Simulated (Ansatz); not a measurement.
## How much does Ir in Ag(111), 2x2 scatter?

How strong a scatterer is Ir in Ag(111), 2x2, and does relaxation matter?

Main program and level: Ansatz 0.2.0; Ansatz plane-wave DFT, PBE, PAW files; ballistic transport by layer matching (Landauer), zero bias; PAW set soft_1.

### 1. The starting structure

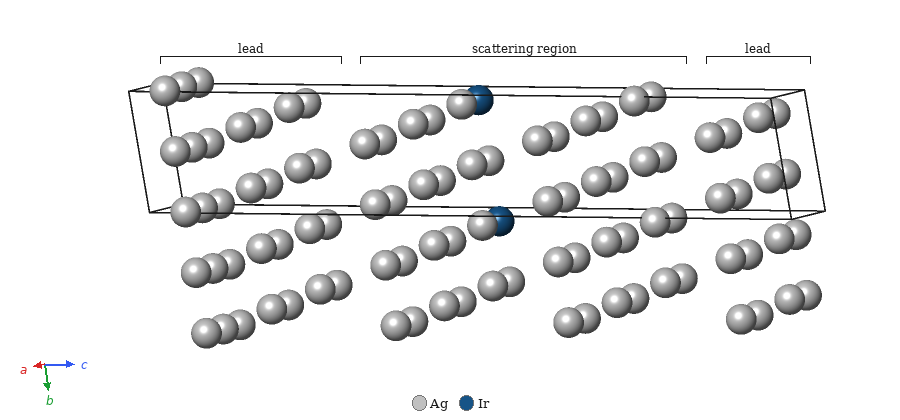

The cell as given, from the side, with the c axis across the page (silver light grey, iridium blue). 1×2×1 cells are drawn. Some periodic images of atoms are drawn too.

The cell holds 44 atoms: 43 Ag and 1 Ir. Cell: a = 5.779 Å, b = 5.779 Å, c = 26.004 Å, α = 86.8°, β = 93.2°, γ = 120.0°. It derives from Ag. Regions: lead, 24 atoms (24 Ag); scattering region, 20 atoms (19 Ag and 1 Ir). The structure is stacked along c, and the current runs across the ab planes.

### 2. Transmission at ideal sites

The defect sits in one plane of the supercell, all atoms on ideal sites; the layers about the cell's end are the lead. The mesh across the current, 10×10, is finer than the density's, because channels open and close sharply across the zone. Energies from -0.1 to 0.1 eV in steps of 0.05 eV are too few for the program's thermal sum, so it prints no conductance; for a metal the transmission near the Fermi level serves, at a fraction of the cost.

Contents of input.yaml:

```yaml
crystal:
  lattice:
    - [5.7787594586, 0.0, 0.0]
    - [-2.8893797293, 5.0045524935, 0.0]
    - [-1.4446898646, 0.8340920822, 25.9508553696]
  atoms:
    - { symbol: Ag, position: [0.0075757576, 0.9924242424, 0.0454545455] }
    - { symbol: Ag, position: [0.0075757576, 0.4924242424, 0.0454545455] }
    - { symbol: Ag, position: [0.5075757576, 0.9924242424, 0.0454545455] }
    - { symbol: Ag, position: [0.5075757576, 0.4924242424, 0.0454545455] }
    - { symbol: Ag, position: [0.1893939394, 0.3106060606, 0.1363636364] }
    - { symbol: Ag, position: [0.1893939394, 0.8106060606, 0.1363636364] }
    - { symbol: Ag, position: [0.6893939394, 0.3106060606, 0.1363636364] }
    - { symbol: Ag, position: [0.6893939394, 0.8106060606, 0.1363636364] }
    - { symbol: Ag, position: [0.3712121212, 0.1287878788, 0.2272727273] }
    - { symbol: Ag, position: [0.3712121212, 0.6287878788, 0.2272727273] }
    - { symbol: Ag, position: [0.8712121212, 0.1287878788, 0.2272727273] }
    - { symbol: Ag, position: [0.8712121212, 0.6287878788, 0.2272727273] }
    - { symbol: Ag, position: [0.053030303, 0.946969697, 0.3181818182] }
    - { symbol: Ag, position: [0.053030303, 0.446969697, 0.3181818182] }
    - { symbol: Ag, position: [0.553030303, 0.946969697, 0.3181818182] }
    - { symbol: Ag, position: [0.553030303, 0.446969697, 0.3181818182] }
    - { symbol: Ag, position: [0.2348484848, 0.2651515152, 0.4090909091] }
    - { symbol: Ag, position: [0.2348484848, 0.7651515152, 0.4090909091] }
    - { symbol: Ag, position: [0.7348484848, 0.2651515152, 0.4090909091] }
    - { symbol: Ag, position: [0.7348484848, 0.7651515152, 0.4090909091] }
    - { symbol: Ir, position: [0.4166666667, 0.0833333333, 0.5] }
    - { symbol: Ag, position: [0.4166666667, 0.5833333333, 0.5] }
    - { symbol: Ag, position: [0.9166666667, 0.0833333333, 0.5] }
    - { symbol: Ag, position: [0.9166666667, 0.5833333333, 0.5] }
    - { symbol: Ag, position: [0.0984848485, 0.9015151515, 0.5909090909] }
    - { symbol: Ag, position: [0.0984848485, 0.4015151515, 0.5909090909] }
    - { symbol: Ag, position: [0.5984848485, 0.9015151515, 0.5909090909] }
    - { symbol: Ag, position: [0.5984848485, 0.4015151515, 0.5909090909] }
    - { symbol: Ag, position: [0.2803030303, 0.2196969697, 0.6818181818] }
    - { symbol: Ag, position: [0.2803030303, 0.7196969697, 0.6818181818] }
    - { symbol: Ag, position: [0.7803030303, 0.2196969697, 0.6818181818] }
    - { symbol: Ag, position: [0.7803030303, 0.7196969697, 0.6818181818] }
    - { symbol: Ag, position: [0.4621212121, 0.0378787879, 0.7727272727] }
    - { symbol: Ag, position: [0.4621212121, 0.5378787879, 0.7727272727] }
    - { symbol: Ag, position: [0.9621212121, 0.0378787879, 0.7727272727] }
    - { symbol: Ag, position: [0.9621212121, 0.5378787879, 0.7727272727] }
    - { symbol: Ag, position: [0.1439393939, 0.8560606061, 0.8636363636] }
    - { symbol: Ag, position: [0.1439393939, 0.3560606061, 0.8636363636] }
    - { symbol: Ag, position: [0.6439393939, 0.8560606061, 0.8636363636] }
    - { symbol: Ag, position: [0.6439393939, 0.3560606061, 0.8636363636] }
    - { symbol: Ag, position: [0.3257575758, 0.1742424242, 0.9545454545] }
    - { symbol: Ag, position: [0.3257575758, 0.6742424242, 0.9545454545] }
    - { symbol: Ag, position: [0.8257575758, 0.1742424242, 0.9545454545] }
    - { symbol: Ag, position: [0.8257575758, 0.6742424242, 0.9545454545] }
kpoints:
  mp_grid: { grid: [4, 4, 1] }
hamiltonian:
  xc: pbe
  pseudopotentials: { kind: paw, azcp: { folder: soft_1 } }
scf:
  occupations: { method: fermi_dirac, width: 0.1 }
output:
  transmission: { leads: [[0, 4]], kmesh: [10, 10], e_range: [-0.1, 0.1], de: 0.05 }
  write_potential: true
  write_density: true
  volumetric_format: npy
  elf: true
```

Command:

```sh
$ ansatz run input.yaml --threads 4 --pin off --max-ram 15360MiB --backend cpu --events-out ev --progress --plain --runs-dir out
```

Numbers of over 12 decimals in the logs are rounded to 6 here.

The program printed:

```text
Engine: ansatz 0.2.0, x86_64-unknown-linux-gnu
Pseudopotentials: kind: paw
Pseudopotential: Ag, paw, valence charge 19, recommended cutoff 420 eV (normal), soft_1/Ag.paw.azcp
Pseudopotential: Ir, paw, valence charge 17, recommended cutoff 420 eV (normal), soft_1/Ir.paw.azcp
Functional definition: PBE
  parameter kappa = 0.804
  parameter beta = 0.066725
  exchange = pbe_x(kappa = kappa, mu = beta*pi^2/3)
  correlation = pbe_c(beta = beta)
Crystal: 44 atoms, lattice volume = 750.501 Å³
Basis set: ecut = 420 eV, 14721 PW (Γ)
Bands: 501, of which v1, the nominal top of the filled ones, is band 417 counted from 1 (416 counted from 0)
Symmetry: 4 space group operations
Space group: C2/m (ITA 12), of the structure as read, at distance tolerance 9.1e-5 Å
k-points: 7 of 16
Non-local potential: Ag, projectors of the file, l = 0: 3, l = 1: 2, l = 2: 2, l = 3: 1
Non-local potential: Ir, projectors of the file, l = 0: 3, l = 1: 2, l = 2: 2, l = 3: 1
PAW form: soft (Blöchl's): semilocal exchange-correlation on the pseudo side does not see the compensation charge
PAW one-centre angular grid: Ag, 590 points (default); XC on 64 Gauss nodes
PAW one-centre angular grid: Ir, 590 points (default); XC on 64 Gauss nodes
Initial density: superposition of atomic densities (chi_scale 0.1, normalization cell, long waves 27 % of neutral atoms (reshape's long-wave potential 1.27 eV rms, cloud 2.86 Å wide))
Initial wavefunctions: pseudopotential atomic-orbital guess
Functional: x = pbe(κ = 0.804, μ = 0.219515), c = pbe(β = 0.066725)
SCF iter   1: F=—  HF=-338347.100002 eV  |F-HF|=—  |Δ(HF+E_count)|=         —  Δρ=7.94e-2  dr2=4.55e2  ethr=3.10e-3  ⟨swp⟩=4.0  Hψ=10496  notcnv=0  defer=61
preconditioner: auto → Kerker (q_TF=auto, 2.777 Å⁻¹)  [metal: Δε(μ)=0.015 eV  Ē_g=10.175 eV  σ=0.100 eV  W_gap=0.04  n_scr=292 (ndim 8)  ℏωp=29.8 eV  f_vac=0.000  D(μ)=20.91/eV (n_scr^D=136)]
SCF iter   2: F=—  HF=-338337.183624 eV  |F-HF|=—  |Δ(HF+E_count)|=    9.92e0  Δρ=3.90e-2  dr2=2.48e2  ethr=3.10e-3  ⟨swp⟩=2.9  Hψ=5777  notcnv=0  defer=431
SCF iter   3: F=—  HF=-338332.342827 eV  |F-HF|=—  |Δ(HF+E_count)|=    4.84e0  Δρ=1.01e-2  dr2=6.21e1  ethr=3.10e-3  ⟨swp⟩=2.3  Hψ=4028  notcnv=0  defer=431
SCF iter   4: F=—  HF=-338331.422902 eV  |F-HF|=—  |Δ(HF+E_count)|=   9.20e-1  Δρ=7.73e-3  dr2=1.11e1  ethr=3.10e-3  ⟨swp⟩=1.6  Hψ=4056  notcnv=0  defer=425
SCF iter   5: F=—  HF=-338331.089842 eV  |F-HF|=—  |Δ(HF+E_count)|=   3.33e-1  Δρ=3.34e-3  dr2=1.37e-1  ethr=1.33e-3  ⟨swp⟩=2.3  Hψ=3157  notcnv=0  defer=429
SCF iter   6: F=—  HF=-338331.098174 eV  |F-HF|=—  |Δ(HF+E_count)|=   8.33e-3  Δρ=9.99e-4  dr2=1.53e-1  ethr=1.64e-5  ⟨swp⟩=1.1  Hψ=4187  notcnv=0  defer=427
SCF iter   7: F=—  HF=-338331.094046 eV  |F-HF|=—  |Δ(HF+E_count)|=   4.13e-3  Δρ=3.77e-4  dr2=7.83e-3  ethr=1.64e-5  ⟨swp⟩=1.6  Hψ=3082  notcnv=0  defer=427
SCF iter   8: F=—  HF=-338331.093501 eV  |F-HF|=—  |Δ(HF+E_count)|=   5.45e-4  Δρ=1.85e-4  dr2=2.39e-3  ethr=9.39e-7  ⟨swp⟩=2.1  Hψ=3610  notcnv=0  defer=427
SCF iter   9: F=—  HF=-338331.093269 eV  |F-HF|=—  |Δ(HF+E_count)|=   2.32e-4  Δρ=5.37e-5  dr2=1.28e-4  ethr=2.87e-7  ⟨swp⟩=2.0  Hψ=3262  notcnv=0  defer=427
SCF iter  10: F=—  HF=-338331.093263 eV  |F-HF|=—  |Δ(HF+E_count)|=   5.53e-6  Δρ=2.36e-5  dr2=1.31e-5  ethr=1.53e-8  ⟨swp⟩=2.1  Hψ=4850  notcnv=0  defer=427
SCF iter  11: F=—  HF=-338331.094024 eV  |F-HF|=—  |Δ(HF+E_count)|=   7.60e-4  Δρ=6.65e-6  dr2=2.04e-6  ethr=1.57e-9  ⟨swp⟩=2.0  Hψ=4837  notcnv=0  defer=427
SCF iter  12: F=—  HF=-338331.094023 eV  |F-HF|=—  |Δ(HF+E_count)|=   9.32e-8  Δρ=3.03e-6  dr2=1.32e-7  ethr=2.44e-10  ⟨swp⟩=2.0  Hψ=3156  notcnv=0  defer=427
SCF iter  13: F=-338331.094023 eV  HF=-338331.094023 eV  |F-HF|=1.48e-8  |Δ(HF+E_count)|=   1.73e-8  Δρ=1.12e-6  dr2=1.66e-8  ethr=1.20e-11  ⟨swp⟩=9.4  Hψ=13814  notcnv=0
SCF 1 converged in 13 iterations: F = -338331.094023 eV  dr2 = 1.66e-8
  greatest PAW one-centre occupation: 1.001 electrons in one spin orbital (limit 2), on the Ag atom at site 23 (counted from 0), in its partial waves of l = 0
transmission: 106 of 1054 steps passed
transmission: 218 of 1054 steps passed
[...]
transmission: 1054 of 1054 steps passed
SCF converged after 13 iterations
Free energy (F): -338331.094023 eV
Harris-Foulkes:  -338331.094023 eV  (|F-HF|=1.48e-8)
Internal energy: -338330.550675 eV  (E = F + TS)
E sigma→0 (E₀):  -338330.822349 eV
Entropy (-TS):   -0.543349 eV (-12.349 meV/atom)
Fermi energy:    17.220382 eV
--- Per-component energies (eV) ---
  E_band       = -10316.169820
  E_kinetic    = 20658.527649
  E_local      = -91022.618525  (includes V_loc(G=0)·N_el)
  E_nonlocal   = 1552.311060
  E_hartree    = 44597.593476
  E_xc         = -7075.224002
  E_vxc        = -8921.384345  (∫ρ·V_xc dr)
  E_paw        = -179342.960102  (= ΣΔE_a)
  E_vpaw       = -21778.196866  (= ΣTr[D̂ρ^β])
  E_aug_tail   = 0.016559  (compensation charges beyond the density's cutoff)
  E_ewald      = -127698.196790
  E_smearing   = -0.543349  (= −TS)
  E_closure    = 0.000000  (closes the sum)
  Σ components = -338331.094023   (vs F -338331.094023, Δ=0.00e0)
--- Band table (eV; the first three rows and the last of 7) ---
  k-point 0: bands = [... 413 lower, 17.3937, 17.4018, 17.7045, 17.7650, 17.9856, 18.0094, 18.0667, 18.0837, ... 80 higher]
  k-point 1: bands = [... 413 lower, 16.9395, 17.0435, 17.1493, 17.1595, 17.2260, 17.4109, 17.5275, 17.6316, ... 80 higher]
  k-point 2: bands = [... 413 lower, 16.9151, 16.9900, 17.1423, 17.1633, 17.2101, 17.2722, 17.2906, 17.5473, ... 80 higher]
  k-point 6: bands = [... 413 lower, 16.8693, 16.8697, 16.9053, 16.9306, 17.2601, 17.4449, 17.4974, 17.5487, ... 80 higher]
--- Transmission ---
  basis      : 253 plane waves across, 34 finite elements along
  points     : 31, standing for a mesh of 10 x 10
  energies   : 5 from -0.100000 to 0.100000 eV about the Fermi level, 0.050000 eV apart; the leads are filled to 0.000000 eV, and channels, transmission and decay are at 0.000000 eV
  crystal 0  : Ag4, at the sites [0, 4], period 2.3592 Å, over 23.59 Å; its Hamiltonian steps by up to 7.8 meV
    offset         : up to 0.0000 Å between an atom of the period and one for which it stands
    channels       : 3.210000e0 a spin
    conductance    : none, the energies end too early or step too widely for 300 K: set another output.transmission.e_range or a lower de, or, where they end at an eighth of basis.ecutwfc, a higher one
  junction   : crystal 0 to crystal 0, 0.70 to 24.29 Å
    transmission   : 2.653466e0 a spin
    conductance    : none, the energies end too early or step too widely for 300 K: set another output.transmission.e_range or a lower de, or, where they end at an eighth of basis.ecutwfc, a higher one
```

Elapsed: 4 min, on 4 threads of Intel Xeon Platinum 8488C (Sapphire Rapids), shared host; peak memory 6.4 GiB; 14 min of CPU time.

Reading the cycles: dr2 is the Hartree energy of the density residual (eV), the measure of convergence; HF is the Harris–Foulkes estimate of the energy, which meets the free energy F at convergence.

This step gave:

```yaml
free_energy: -338331.0940 eV
energy_at_zero_smearing: -338330.8223 eV
fermi_energy: 17.22 eV
cell_area: 28.92 Å²
transmission_per_spin_nearest_the_fermi_level: 2.653
open_channels_per_spin_nearest_the_fermi_level: 3.21
step_of_the_lead_s_potential: 7.8 meV
```

Per spin. Table of transmission, zone mean by energy, zero at the Fermi level:

```tsv
energy (eV)	transmission, zone mean
-0.1000	2.56
-0.0500	2.61
0.0000	2.65
0.0500	2.69
0.1000	2.72
```

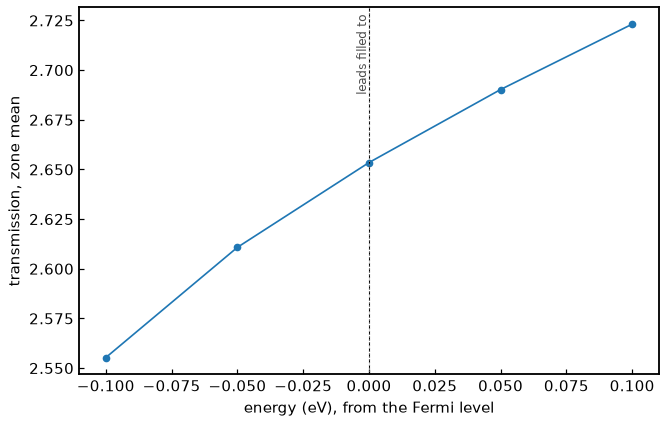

Transmission, zone mean against energy.

Per spin. The open channels, zone mean, lead stays at 3.21 for energy from -0.1 to 0.1 eV.

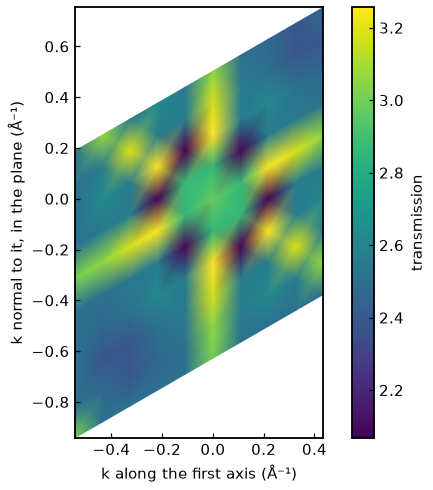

Transmission over k1 and k2. At 0.0000 eV from the Fermi level.

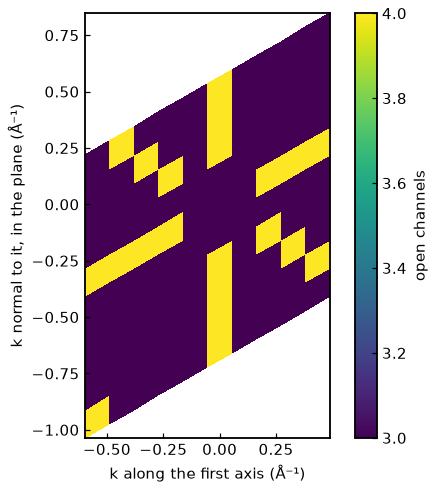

Open channels over k1 and k2. At 0.0000 eV from the Fermi level.

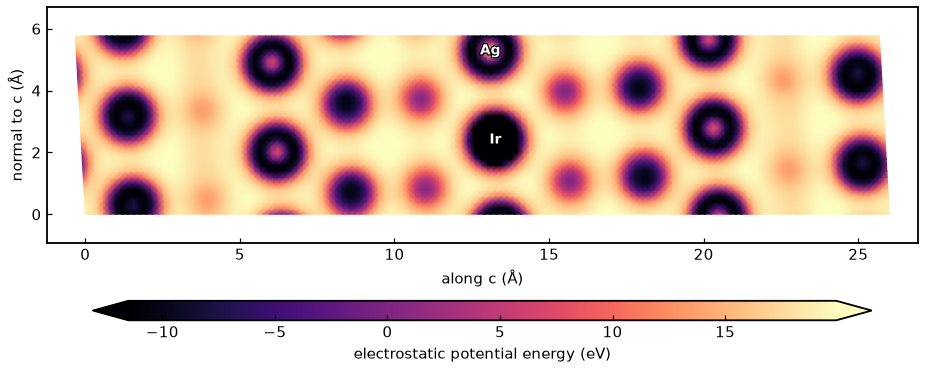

Electrostatic potential energy in the ca plane at fractional y = 0.083, with atoms of Ir and Ag within 0.2 Å of it. With pseudopotentials it is smooth inside the atoms' cores, unlike the true potential.

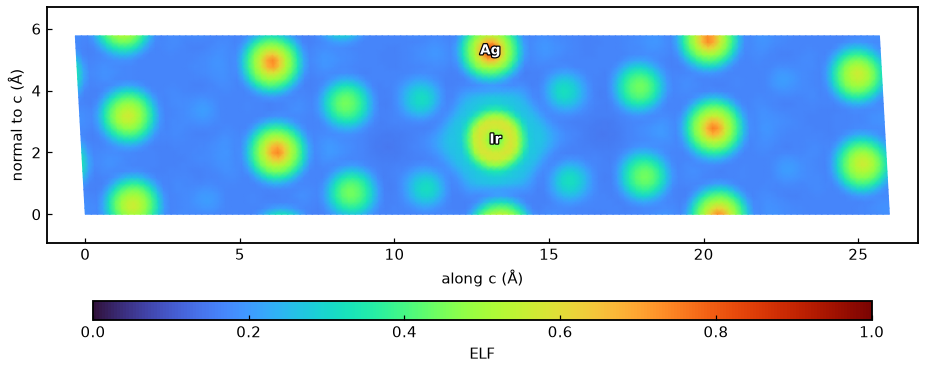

ELF in the ca plane at fractional y = 0.083, with atoms of Ir and Ag within 0.2 Å of it. It is the smooth field of the valence electrons, not physical close to the nuclei.

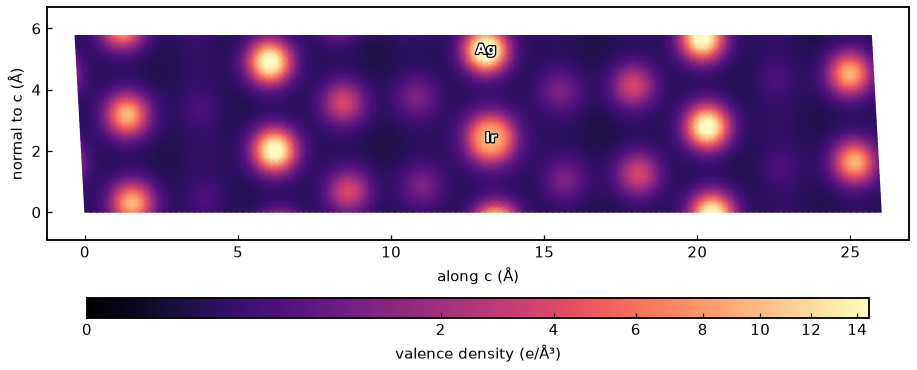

Valence density in the ca plane at fractional y = 0.083, with atoms of Ir and Ag within 0.2 Å of it. It is the smooth field of the valence electrons, not physical close to the nuclei. The colour scale is stretched toward low values.

Over the solved energies the transmission per spin lies between 2.56 and 2.72, out of 3.21 channels of the lead on average (up to 3.21).

### 3. Resistance at ideal sites

This step: Ansatz plane-wave DFT, PBE, PAW files; ballistic transport by layer matching (Landauer), zero bias; area resistance of the defect plane and resistivity an atomic per cent; PAW set soft_1 (Ansatz 0.2.0).

Numbers from this step:

```
area resistance                                                                                 : 0.2449 fΩ m²
T over the leads' mean channel count                                                            : 0.8260
resistivity per at.% scaled from this dense plane, with the factor 3/4 for isotropic scattering : 3.115 µΩ cm
```

Averaged over the energies near the Fermi level, 82.6 % of the channels pass, which makes 0.245 fΩ m².

By hand, with T and the leads' channels N averaged over the energies near the Fermi level: RA = A (h/2e²)(1/T − 1/N) = 28.92×10⁻²⁰ m² × 12 906 Ω × (1/2.651 − 1/3.210) = 0.245 fΩ m². Per atomic per cent: RA × A / V_atom × 0.01 × 3/4 = 3.11 µΩ cm, with the host's V_atom = 17.06 Å³.

### 4. Outcome

```
share of channels that pass, rigid                              : 0.826
area resistance, rigid                                          : 0.245 fΩ m²
resistivity per at.% from the area resistance, times 3/4, rigid : 3.11 µΩ cm
```

**Reading.** The plane of defects adds 0.24 fΩ m². Scaled to one atomic per cent that is 4.2 µΩ cm as it stands and 3.1 with the factor 3/4 for isotropic scattering on a spherical Fermi surface; with the reflection in place of the resistance taken as linear in the density it would be 2.6. These are rough estimates of the dilute value, not bounds. One Ir in each 2x2 cell reflects 17 % of the lead's channels. The defects form a dense periodic sheet that scatters coherently, unlike a dilute random alloy. T and N are means over the solved energies nearest the Fermi level. Spin-orbit coupling is left out, which matters for Ir.

[Logs are printed without paths, hosts, clocks, repeated set-up lines and the standing remarks that a program may print on its own settings, such as how far it seeks lower states.]

[Hosts, paths, dates, database ids (printed as entryN), source tags and the programs' standing remarks are cut or masked in the printed files.]
